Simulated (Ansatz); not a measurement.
# Sampling a charged cell: V_O in SiO2 (P3_121), part 2 of 2

Aim: the (+1/0) level of V_O in SiO2 (P3_121) as a function of the k-point sampling, with the cost of each choice. The model is a cell of 72 host atoms with 1 O taken out; the atoms are relaxed once and then held.

Ansatz 0.2.0; plane-wave PAW DFT; relaxations with PBEsol, then single points with PBEsol, on supercells at fixed charge in a uniform background.

So far: Starting point; Relaxing both charge states, PBEsol.

## (3) First setting: the zone centre alone

The defect state overlaps with its images and forms a narrow band, so the k-points decide which part of that band enters the energy. A point off the zone centre usually averages it better, but needs complex orbitals and more time.

File qp1_M1.kg/input.yaml:

```yaml
crystal:
  checkpoint: "../qp1_M1.relax.run"
  host: checkpoint
total_charge: 1
basis:
  ecutwfc: 420
  xc_grid: 2
hamiltonian:
  xc: pbesol
  pseudopotentials: { kind: paw, azcp: { folder: soft_1 }, xc_functional: pbe }
kpoints:
  mp_grid: { grid: [1, 1, 1] }
magnetization:
  spin_polarized: true
  initial_magnetization: 1
  spin_locking: { lock_magnetization: hard }
scf:
  occupations: { method: fixed }
  max_iter: 80
output:
  forces: true
  charged_corrections:
    epsilon: [2.49, 2.49, 2.52]
    static_epsilon: [4.63, 4.63, 4.85]
    defect_position: [0.293757, 0.427297, 0.559361]
  eigenvalues: true
checkpoint:
  read: "../qp1_M1.relax.run"
  write: "../qp1_M1.kg.run"
  compress: false
  write_wavefunctions: false
  write_every: 100000
```

The run is started by

```
ansatz run input.yaml --threads 32 --pin off --max-ram 84787MiB --backend cuda --events-out ev --progress --plain --runs-dir out --max-vram 78GiB
```

Numbers of over 12 decimals in the logs are rounded to 6 here.

Log:

```text
[...]
crystal.checkpoint: the structure is that of <dir>, a `relax` run, at its step 8: its result, under pbesol at a charge of 1 e; 71 atoms read, 0 with a starting moment; crystal.structure_sha256 for this input is
[...]
device memory: the entry about to start is reckoned to put 5.7 GiB on a device that reports 179.2 GiB free (of which the cap on the GPU budget leaves the run 78.0 GiB)
GPU FFT provider: cuFFT
GPU libraries: cuBLAS 13.8.1, cuFFT 12.4.0, cuSOLVER 12.3.2
GPU matrix products: emulated (plane waves: as basis.precision tells), large ones in fixed point in workspaces of 1.00 GiB
Crystal: 71 atoms, lattice volume = 923.118 Å³
Basis set: ecut = 420 eV, 18049 PW (Γ), exchange–correlation on 144×144×150 points (8 copies of the dense FFT grid, shifted against one another)
Bands: 260, of which v1, the nominal top of the filled ones, is band 189 counted from 1 (188 counted from 0)
Symmetry: 1 space group operations
[...]
k-points: 1
[...]
Stability of the state it starts from, as read at its close in the collinear treatment: not read negative (Ritz values of 1 − χ₀K, real part plus size of imaginary part, from 1.0 to 1.5, by its mixing steps under no symmetry); [...]
Starting moments: Σ|m| = 1 μB on 71 of 71 sites; this step starts from the density that it was given
[...]
GPU buffer pool allocated for 388800 grid points (all kernels)
GPU transforms: local potential and band sums: pruned to the plane-wave sphere, on 72×72×75
[...]
iter 1 solved again at ethr=1.85e-7 eV; its pass at ethr=3.10e-3 eV (dr2=6.98e-4 eV) is discarded
[...]
SCF iter   7: F=-41358.338483 eV  HF=-41358.338483 eV  |Δ(HF+E_count)|=   2.49e-8  Δρ=4.10e-7 (↑3.83e-7 ↓4.10e-7)  dr2=4.59e-9  dr2_m=1.08e-10  M=1.000 μB ∫|m|=1.036 μB  Hψ=1190
SCF 1 converged in 7 iterations: F = -41358.338483 eV  dr2 = 4.59e-9
[...]
SCF converged after 7 iterations
[...]
Magnetization: 1.0000 μB (189.0000 up, 188.0000 down)
Absolute magnetization: 1.0395 μB (∫|ρ↑−ρ↓|, with the PAW one-centre terms)
[...]
Per-site moments (μB) at R_I (Å): [(-4.852161772151868e-6, 0.667346), (0.000275339, 0.663662), (4.201083503441835e-5, 0.667770), [... 6 left out ...]
Free energy (F): -41358.338483 eV
[...]
Internal energy: -41358.338483 eV  (E = F + TS)
E sigma→0 (E₀):  -41358.338483 eV
Fermi energy:    2.764744 (↑ 2.764744, ↓ 2.198086) eV
[...]
--- Forces (eV/Å), atoms counted from 1 ---
  atom   1  Si     0.00418907     0.00236383     0.00109997
  atom   2  Si    -0.01816404    -0.00037734    -0.02625282
  [... 1 atom left out ...]
  atom   4  O     -0.00416699    -0.01054354     0.02472018
  [... 2 atoms left out ...]
  [... 65 more lines of this table ...]
  max |Σ_I F_I| component: 1.42e-5 eV/Å
[...]
F Makov-Payne    = n/a  (the rows are of the electrons' constant alone; ansatz place-levels tells what screens the charge)
[...]
--- Band table (eV) ---
[...]
```

Run time: 1.6 s. Hardware: 1 × NVIDIA GB200 with 32 threads of Arm Neoverse V2, shared host; peak memory 1.1 GiB; 3.6 s of CPU time.

The column dr2 measures how far the density is from self-consistency, as an energy; F and HF (Harris–Foulkes) agree once it is small.

Both charges and the host at this setting go to place-levels, which corrects for the image charge and aligns the potentials.

File levels.kg.yaml:

```yaml
host:
  run: host.kg.run
states: [q0.kg.run, qp1_M1.kg.run]
geometry_from:
  q0.kg.run: q0.relax.run
  qp1_M1.kg.run: qp1_M1.relax.run
  host.kg.run: host.relax.run
chemical_potentials:
  O:
    energy: -558.291301
    dataset: <sha256 of the dataset>
```

The run is started by

```
ansatz place-levels levels.kg.yaml -- --threads 32 --pin off --max-ram 84787MiB --backend cuda --max-vram 78GiB
```

Log:

```text
(+1/0) 0.386 eV above the valence edge, 5.335 eV under the conduction edge
formation energy of charge +1: +4.896 eV with the Fermi level at the valence edge
formation energy of charge 0: +5.282 eV with the Fermi level at the valence edge
  edges by pbesol, gap 5.721 eV; the host is sampled to repeats of 9.90 Å
  the defect's cells are sampled to repeats of 9.90 Å, like sampling
  charge +1: -41358.0289 eV with its correction of +0.310 eV, at epsilon [4.63, 4.63, 4.85], aligned at sites: -0.1371 eV, mean over 36 atomic sites at or beyond 4.95 Å from the defect at [0.2938, 0.4273, 0.5594], with +0.001126 for the charge's moments and [...]
  charge 0: +0.000 eV for its dipole among its images, +0.000 omitted
  of states[1] (qp1_M1.kg.run): how wide its charge is, is not read beside other atoms or cores, and a band state would take no correction. [...]
  of states[0] (q0.kg.run): its only k-point is the zone centre, where a defect's energies can be off by tenths of an eV or more: see "From the zone centre to a mesh" in the quickstart; [...]
```

Elapsed: 0.13 s, on 32 threads.

At this setting the gap is 5.721 eV and (+1/0) lies 0.386 eV above the valence top.

## (4) The other settings

In the defect's inputs only the studied keys change. One input of each further setting:

qp1_M1.kq/input.yaml, as its differences from qp1_M1.kg/input.yaml of step 3:

```diff
@@ -11,3 +11,3 @@
 kpoints:
-  mp_grid: { grid: [1, 1, 1] }
+  mp_grid: { grid: [1, 1, 1], shift: [0.25, 0.25, 0.25] }
 magnetization:
@@ -28,3 +28,3 @@
   read: "../qp1_M1.relax.run"
-  write: "../qp1_M1.kg.run"
+  write: "../qp1_M1.kq.run"
   compress: false
```

qp1_M1.km0/input.yaml, as its differences from qp1_M1.kq/input.yaml of step 4:

```diff
@@ -11,3 +11,3 @@
 kpoints:
-  mp_grid: { grid: [1, 1, 1], shift: [0.25, 0.25, 0.25] }
+  mp_grid: { grid: [2, 2, 2] }
 magnetization:
@@ -28,3 +28,3 @@
   read: "../qp1_M1.relax.run"
-  write: "../qp1_M1.kq.run"
+  write: "../qp1_M1.km0.run"
   compress: false
```

qp1_M1.kms/input.yaml, as its differences from qp1_M1.km0/input.yaml of step 4:

```diff
@@ -11,3 +11,3 @@
 kpoints:
-  mp_grid: { grid: [2, 2, 2] }
+  mp_grid: { grid: [2, 2, 2], shift: [0.5, 0.5, 0.5] }
 magnetization:
@@ -28,3 +28,3 @@
   read: "../qp1_M1.relax.run"
-  write: "../qp1_M1.km0.run"
+  write: "../qp1_M1.kms.run"
   compress: false
```

qp1_M1.km3/input.yaml, as its differences from qp1_M1.kms/input.yaml of step 4:

```diff
@@ -11,3 +11,3 @@
 kpoints:
-  mp_grid: { grid: [2, 2, 2], shift: [0.5, 0.5, 0.5] }
+  mp_grid: { grid: [3, 3, 3] }
 magnetization:
@@ -28,3 +28,3 @@
   read: "../qp1_M1.relax.run"
-  write: "../qp1_M1.kms.run"
+  write: "../qp1_M1.km3.run"
   compress: false
```

qp1_M1.km4/input.yaml, as its differences from qp1_M1.km3/input.yaml of step 4:

```diff
@@ -11,3 +11,3 @@
 kpoints:
-  mp_grid: { grid: [3, 3, 3] }
+  mp_grid: { grid: [4, 4, 4], shift: [0.5, 0.5, 0.5] }
 magnetization:
@@ -28,3 +28,3 @@
   read: "../qp1_M1.relax.run"
-  write: "../qp1_M1.km3.run"
+  write: "../qp1_M1.km4.run"
   compress: false
```

## (5) Result against cost

Times of the states on 1 × NVIDIA GB200 with 32 threads of Arm Neoverse V2, shared host; the host is run again at each setting:

| k-point sampling | gap (eV) | (+1/0) above the valence top (eV) | under the conduction bottom (eV) | level less that at a 4×4×4 shifted mesh (meV) | time, both charge states | time, host and placing | peak memory of a state (GiB) |
| --- | --- | --- | --- | --- | --- | --- | --- |
| the zone centre alone | 5.721 | 0.386 | 5.335 | -37 | 2.8 s | 3.4 s | 1.1 |
| one point at (¼, ¼, ¼) * | 5.722 | 0.427 | 5.295 | 4 | 2.5 s | 4.7 s | 1.4 |
| a 2×2×2 Γ-centred mesh | 5.722 | 0.423 | 5.299 | 0 | 5.3 s | 2.9 s | 1.3 |
| a 2×2×2 shifted mesh | 5.722 | 0.423 | 5.299 | 0 | 3.7 s | 5.5 s | 1.3 |
| a 3×3×3 Γ-centred mesh | 5.722 | 0.423 | 5.299 | 0 | 7.5 s | 3 s | 1.3 |
| a 4×4×4 shifted mesh | 5.722 | 0.423 | 5.299 | 0 | 15 s | 6.5 s | 1.5 |

* started from the relaxation's converged state in the same settings, so its time is no fair cost.

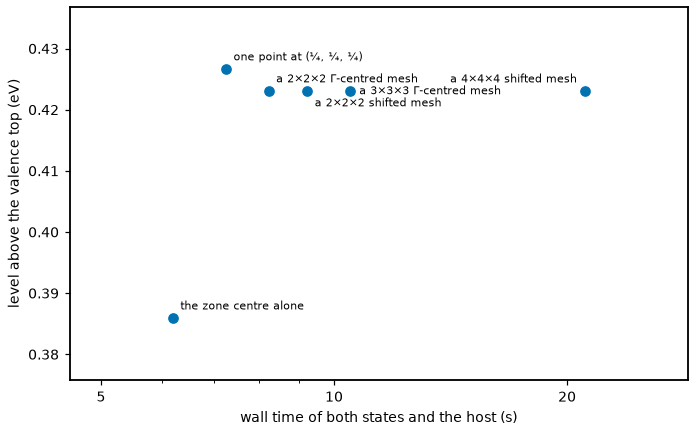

The level against the time spent.

## (6) What came out

| Item | Value |
| --- | --- |
| (plus 1/0) level, the zone centre alone | 0.39 eV |
| (plus 1/0) level, one point at (¼, ¼, ¼) | 0.43 eV |
| (plus 1/0) level, a 2×2×2 Γ-centred mesh | 0.42 eV |
| (plus 1/0) level, a 2×2×2 shifted mesh | 0.42 eV |
| (plus 1/0) level, a 3×3×3 Γ-centred mesh | 0.42 eV |
| (plus 1/0) level, a 4×4×4 shifted mesh | 0.42 eV |

In words: Over the settings in the table the level spans 0.041 eV; one point at (¼, ¼, ¼), a 2×2×2 Γ-centred mesh, a 2×2×2 shifted mesh and a 3×3×3 Γ-centred mesh lie within 0.02 eV of the reference (a 4×4×4 shifted mesh, 0.42 eV). The largest miss of the level above the valence top is 37 meV, with the zone centre alone. Only the charges 0 and +1 were run, each from one start, so (+1/0) need not be a change between stable states. Limits: PBEsol makes the gap too small and tends to spread out bound carriers.

[Logs are printed without paths, hosts, clocks, repeated set-up lines and the standing remarks that a program may print on its own settings, such as how far it seeks lower states.]

[Hosts, paths, dates, database ids (printed as entryN), source tags and the programs' standing remarks are cut or masked in the printed files.]

[Where a table of states has a column of steps, it counts the stored structures, which are thinned; the runs took as many ionic steps or more.]

[For some hosts the program warned that the k-mesh of the response run may be too coarse for force constants and the static dielectric constant; such warnings are not shown here.]
